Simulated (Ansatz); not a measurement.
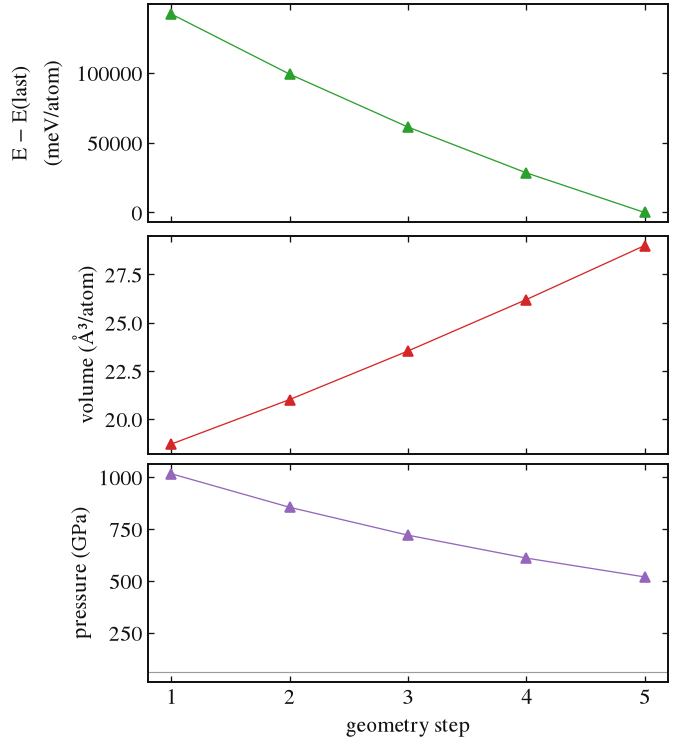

History of a geometry optimisation. KF (Fm-3m, 2 atoms in the cell, total charge −40); DFT PBE, scalar-relativistic, plane waves, PAW (harder set) (Ansatz); cutoff 1050 eV, 1×1×1 k-mesh, fixed occupations. Atoms and cell relax.

It had not finished: it stopped at geometry 5. The energy fell by about 140000 meV/atom from the first step to the last. The target is 60 GPa, so the enthalpy and not the energy is minimised. All forces vanish by symmetry, so only the cell moves. The volume grows from 18.7 to 29.0 Å³ per atom (+55 %), as the pressure goes from 1000 GPa to 520 GPa.
